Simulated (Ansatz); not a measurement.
**Single-point calculation, with input and output: CuO (part 3 of 3)**

Continued. System: CuO (8 atoms in the cell). Method: DFT PBEsol+U, scalar-relativistic, plane waves, PAW, Ueff = 7 eV on Cu atom 1 d; Ueff = 7 eV on Cu atom 2 d; Ueff = 7 eV on Cu atom 5 d; Ueff = 7 eV on Cu atom 6 d, spin-polarised (Ansatz 0.2.0); cutoff 420 eV, 7×4×4 k-mesh, Gaussian smearing of 0.05 eV, collinear spins. The structure derives from an entry of the Crystallography Open Database. It belongs to a series of runs on one base structure; here: random orbitals: harmonics, high filling.

Geometry of the input (Å; fractional positions):
```
2.3418  -1.7113  0.0000
4.6837  3.4226  0.0000
-0.8500  0.0000  5.0579
Cu -0.0000  0.2500  0.0000
Cu 0.5000  -0.0000  0.5000
O  0.5816  0.2092  0.2500
O  0.4184  0.2908  0.7500
Cu 0.0000  0.7500  0.0000
Cu 0.5000  0.5000  0.5000
O  0.5816  0.7092  0.2500
O  0.4184  0.7908  0.7500
```

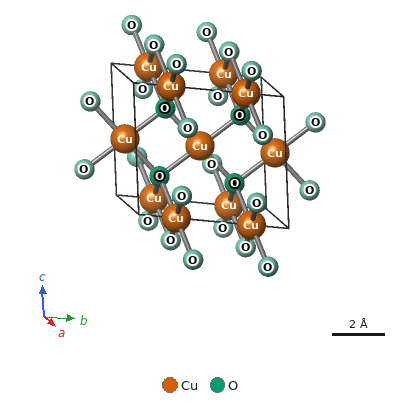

Fig. 1: The structure (ball-and-stick view of the cell of the calculation, seen slightly off an axis; neighbours outside the cell are drawn fainter).

## Log, continued
```
--- Specified on-site occupations, and those of the state reported ---
  electrons in the specified blocks: 35.0000 specified, 37.4984 found
  site 4 (l=d) ↑: largest change of an orbital's occupation 0.9762; electrons 3.9000 specified, 4.4086 found; spectral distance 0.4165
  site 5 (l=d) ↑: largest change of an orbital's occupation 0.9532; electrons 3.9000 specified, 4.4082 found; spectral distance 0.4154
  site 0 (l=d) ↓: largest change of an orbital's occupation 0.8553; electrons 3.9000 specified, 4.4086 found; spectral distance 0.4165
  site 1 (l=d) ↓: largest change of an orbital's occupation 0.7160; electrons 3.9000 specified, 4.4082 found; spectral distance 0.4154
  site 1 (l=d) ↑: largest change of an orbital's occupation 0.0282; electrons 4.8500 specified, 4.9653 found; spectral distance 0.0531
  site 5 (l=d) ↓: largest change of an orbital's occupation 0.0282; electrons 4.8500 specified, 4.9653 found; spectral distance 0.0531
  site 4 (l=d) ↓: largest change of an orbital's occupation 0.0282; electrons 4.8500 specified, 4.9672 found; spectral distance 0.0538
  site 0 (l=d) ↑: largest change of an orbital's occupation 0.0282; electrons 4.8500 specified, 4.9672 found; spectral distance 0.0538
--- Forces (eV/Å), atoms counted from 1 ---
  atom   1  Cu     0.00947101    -0.18239549     0.03522786
  atom   2  Cu    -0.10480586    -0.14349508    -0.04083032
  atom   3  O      0.03476264     0.24349728     0.08338801
  atom   4  O      0.06051806     0.08233391    -0.07785994
  atom   5  Cu     0.00943823    -0.18243776     0.03523988
  atom   6  Cu    -0.10469599    -0.14338972    -0.04082436
  atom   7  O      0.03483341     0.24351931     0.08342027
  atom   8  O      0.06048690     0.08236994    -0.07776662
  max |Σ_I F_I| component: 8.39e-6 eV/Å
--- Stress (GPa, compression-positive) ---
        0.162150       0.110556       0.060089
        0.110541       1.351852      -0.097113
        0.060080      -0.097154       0.441720
  P = ⅓ Tr σ = 0.6519 GPa (6.519 kbar)
--- Band table (eV; the first three rows and the last of 116) ---
  k-point 0 ↑: bands = ["-100.7860", "-100.7695", "-99.9918", "-99.9717", "-58.6652", "-58.6417", "-58.6230", "-58.6022", "-57.6504", "-57.6403", "-57.6238", "-57.6164", "-57.5935", "-57.5867", "-57.2840", "-57.2740", "-7.6992", "-6.8795", "-6.2976", "-6.0168", "2.7984", "3.7013", "3.8732", "4.0802", "4.2684", "4.6997", "5.0666", "5.1693", "5.4529", "5.5658", "5.8034", "5.9320", "5.9998", "6.1748", "6.2253", "6.3515", "6.4220", "6.4949", "7.1215", "7.6796", "7.8885", "8.0631", "8.2509", "8.7643", "9.1588", "9.1971", "9.6381", "9.7941", "10.9833", "11.1975", "12.8809", "13.4097", "13.4384", "16.8036", "17.9822", "18.2884", "19.0109", "20.1963", "23.1318", "23.2473", "24.6665", "25.2875", "27.4834"]
  k-point 1 ↑: bands = ["-100.7860", "-100.7695", "-99.9919", "-99.9717", "-58.6652", "-58.6417", "-58.6229", "-58.6022", "-57.6504", "-57.6402", "-57.6238", "-57.6164", "-57.5934", "-57.5866", "-57.2840", "-57.2739", "-7.5210", "-6.8204", "-6.5080", "-6.1288", "3.2648", "3.5255", "3.7567", "3.9417", "4.6635", "5.0104", "5.0985", "5.1744", "5.4441", "5.5199", "5.8525", "5.9371", "5.9948", "6.1621", "6.2373", "6.3447", "6.4641", "6.5117", "6.8771", "7.6809", "7.7912", "7.8704", "8.1685", "8.5567", "8.8241", "9.3470", "9.4931", "9.6361", "10.8351", "11.2317", "12.8732", "13.3475", "14.3210", "16.8179", "17.1825", "18.8163", "19.0588", "21.3793", "21.7714", "24.0605", "25.3073", "25.5504", "26.6357"]
  k-point 2 ↑: bands = ["-100.7861", "-100.7695", "-99.9920", "-99.9717", "-58.6651", "-58.6416", "-58.6229", "-58.6022", "-57.6504", "-57.6401", "-57.6239", "-57.6164", "-57.5934", "-57.5865", "-57.2840", "-57.2739", "-7.0949", "-7.0182", "-6.7088", "-6.2374", "3.3593", "3.7366", "3.8465", "4.3043", "4.3203", "4.9712", "5.2070", "5.3913", "5.4524", "5.8184", "5.9631", "5.9745", "5.9971", "6.0797", "6.2025", "6.2859", "6.3750", "6.4577", "6.6001", "7.6821", "7.7430", "7.9285", "7.9871", "8.0890", "8.3998", "9.1538", "9.7786", "9.8278", "10.6197", "11.1932", "12.7982", "13.3045", "15.8211", "15.8334", "17.1199", "18.5316", "20.0587", "20.5926", "23.6428", "23.6523", "24.8571", "26.2119", "26.2251"]
  k-point 57 ↓: bands = ["-100.7859", "-100.7682", "-99.9906", "-99.9706", "-58.6648", "-58.6483", "-58.6245", "-58.6069", "-57.6498", "-57.6411", "-57.6332", "-57.6188", "-57.6026", "-57.5859", "-57.2926", "-57.2732", "-6.8401", "-6.4163", "-6.3363", "-5.9186", "3.6078", "3.8375", "4.0737", "4.2253", "4.4018", "4.8845", "4.9869", "5.0943", "5.1828", "5.3999", "5.6347", "5.8816", "6.0102", "6.0953", "6.2005", "6.2650", "6.3161", "6.5250", "7.1675", "7.2709", "7.5969", "7.8116", "8.1398", "8.2281", "8.4233", "8.9401", "9.1403", "9.6335", "9.7205", "10.9502", "12.4639", "13.1926", "16.4266", "17.0845", "18.5702", "18.8067", "19.9645", "20.0907", "21.5493", "21.8209", "23.5593", "23.9589", "25.0344"]
Occupation matrices written to [file]
--- Löwdin populations: 8 sites ---
  site symbol       q [e]    m [muB]
     0     Cu     17.9499     0.5425
     1     Cu     17.9473     0.5460
     2      O      6.9396     0.1844
     3      O      6.9268     0.2086
     4     Cu     17.9499    -0.5425
     5     Cu     17.9473    -0.5460
     6      O      6.9397    -0.1844
     7      O      6.9268    -0.2086
  spilling = 0.004726 (of n_electrons = 100.000000)
--- Occupation matrices: 4 shells (run DFT+U table (all-electron-ortho-atomic); ε = 7.67e-3) ---
  Cu0 d_3D: site group Ci (-1)
  Cu0 d_3D up     Tr n = 4.9672  λ = 0.985 0.989 0.997 0.998 0.998  [2× xy 0.36 Ag(1.00) | 3× z2 0.30 Ag(1.00)]
  Cu0 d_3D dn     Tr n = 4.4086  λ = 0.434 0.982 0.997 0.998 0.998  [xz 0.61 Ag(1.00) | xy 0.72 Ag(1.00) | 3× z2 0.30 Ag(1.00)]
  specified occupation → Cu0 d_3D up: matrix, ‖Δ‖_F = 0.0538, Tr Δ = -0.1172, displaced = 0.0586, d_λ = 0.0538; orbital distance = 0.0000
  specified occupation → Cu0 d_3D dn: matrix, ‖Δ‖_F = 0.9518, Tr Δ = -0.5086, displaced = 0.6699, d_λ = 0.4165; orbital distance = 1.1706
  Cu1 d_3D: site group Ci (-1)
  Cu1 d_3D up     Tr n = 4.9653  λ = 0.985 0.988 0.997 0.998 0.998  [2× xy 0.36 Ag(1.00) | 3× z2 0.30 Ag(1.00)]
  Cu1 d_3D dn     Tr n = 4.4082  λ = 0.432 0.983 0.997 0.998 0.998  [xz 0.61 Ag(1.00) | xy 0.73 Ag(1.00) | 3× z2 0.30 Ag(1.00)]
  specified occupation → Cu1 d_3D up: matrix, ‖Δ‖_F = 0.0531, Tr Δ = -0.1153, displaced = 0.0576, d_λ = 0.0531; orbital distance = 0.0000
  specified occupation → Cu1 d_3D dn: matrix, ‖Δ‖_F = 0.7691, Tr Δ = -0.5082, displaced = 0.5318, d_λ = 0.4154; orbital distance = 0.8848
  Cu4 d_3D: site group Ci (-1)
  Cu4 d_3D up     Tr n = 4.4086  λ = 0.434 0.982 0.997 0.998 0.998  [xz 0.61 Ag(1.00) | xy 0.72 Ag(1.00) | 3× z2 0.30 Ag(1.00)]
  Cu4 d_3D dn     Tr n = 4.9672  λ = 0.985 0.989 0.997 0.998 0.998  [2× xy 0.36 Ag(1.00) | 3× z2 0.30 Ag(1.00)]
  specified occupation → Cu4 d_3D up: matrix, ‖Δ‖_F = 1.1147, Tr Δ = -0.5086, displaced = 0.7907, d_λ = 0.4165; orbital distance = 1.4141
  specified occupation → Cu4 d_3D dn: matrix, ‖Δ‖_F = 0.0538, Tr Δ = -0.1172, displaced = 0.0586, d_λ = 0.0538; orbital distance = 0.0000
  Cu5 d_3D: site group Ci (-1)
  Cu5 d_3D up     Tr n = 4.4082  λ = 0.432 0.983 0.997 0.998 0.998  [xz 0.61 Ag(1.00) | xy 0.73 Ag(1.00) | 3× z2 0.30 Ag(1.00)]
  Cu5 d_3D dn     Tr n = 4.9653  λ = 0.985 0.988 0.997 0.998 0.998  [2× xy 0.36 Ag(1.00) | 3× z2 0.30 Ag(1.00)]
  specified occupation → Cu5 d_3D up: matrix, ‖Δ‖_F = 1.0838, Tr Δ = -0.5082, displaced = 0.7683, d_λ = 0.4154; orbital distance = 1.3675
  specified occupation → Cu5 d_3D dn: matrix, ‖Δ‖_F = 0.0531, Tr Δ = -0.1153, displaced = 0.0576, d_λ = 0.0531; orbital distance = 0.0000
  Tr n, λ and their labels are of the run-group-symmetrised matrices; stabiliser: 2 of 8 elements of G0×{1,Θ} (closed), max defect 7.0e-5 at τ = 1.6e-3
```

## Summary

```csv
quantity,value
outcome,converged
space group (tolerance 0.01 Å),C2/c (15)
electrons treated,100
free energy,−28587.6649 eV
Fermi energy,11.582 eV
gap on the k-point mesh,0.70 eV
net moment of the cell,0.00 μB
integrated absolute moment,3.33 μB
pressure,0.65 GPa
largest force (length of the vector),0.260 eV/Å
hardware,"4 threads of Intel Xeon (Emerald Rapids), 16 GiB of memory available, shared host"
wall time,62 s (CPU time 4 min)
peak memory,0.8 GiB
```

## Notes

Warnings of the run: the typed occupations were not kept; the occupation matrices lower the symmetry.
